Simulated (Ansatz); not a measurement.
System: AgCl.

The calculation's input:

```
crystal:
  lattice:
    - [0.0732731998, 2.803195345, 2.803195345]
    - [2.803195345, 0.0732731998, 2.803195345]
    - [2.803195345, 2.803195345, 0.0732731998]
  atoms:
    - { symbol: Ag, position: [0.0, 0.0, 0.0] }
    - { symbol: Cl, position: [0.5, 0.5, 0.5] }
kpoints:
  mp_grid: { grid: [8, 8, 8] }
  band_path:
    path:
      - [0.0, 0.0, 0.0]
      - [0.5, 0.0, 0.5]
      - [0.625, 0.25, 0.625]
      - [0.375, 0.375, 0.75]
      - [0.5, 0.5, 0.5]
      - [0.5, 0.25, 0.75]
      - [0.0375, 0.0375, 0.075]
      - [0.0, 0.0, 0.5]
    npoints: 1
hamiltonian:
  xc: pbe
scf:
  occupations: { method: fermi_dirac, width: 0.02 }
  n_extra_bands: 4
output:
  forces: true
  stress: true
  eigenvalues: true
  write_density: true
  write_potential: true
  elf: true
  volumetric_format: npy
```

Run with:

```sh
ansatz run input.yaml --threads 4 --pin off --max-ram 3686MiB --backend cpu --events-out ev --progress --plain --runs-dir out
```

Below, planes, directions and counts refer to the conventional cell (a = 3.86 Å, b = 3.86 Å, c = 9.84 Å, α = 90.00°, β = 90.00°, γ = 120.00°).

Space group R-3m; started from the rocksalt prototype, which need not be the ambient phase; changed on purpose from its base cell (epitaxial 111 strain -1.6%).

Theory: DFT, PBE, plane waves, PAW in Ansatz.

### Predict the valence pseudo-density and electron localisation function between the atoms.

Ag–Cl (2.77 Å): ρ at the midpoint is about 0.23 e/Å³; the ELF peaks at about 0.85 in the valence shell of Cl, 0.7 Å from its nucleus, and drops to about 0.10 between the two atoms: no localised pair shows between them.

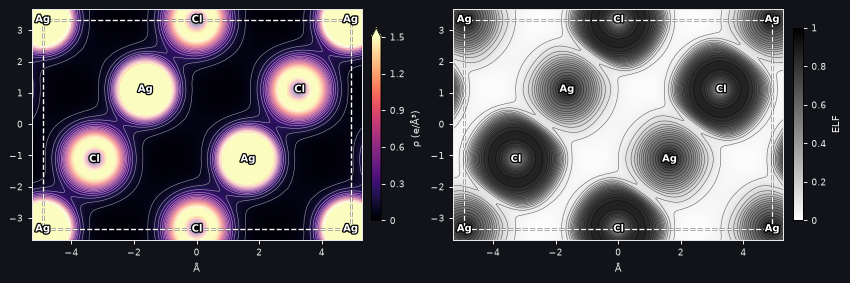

Computed valence pseudo-density and electron localisation function on the (110) plane of the conventional cell, in this order. 

In a PAW calculation such maps are meaningful between the atoms, not at the nuclei.
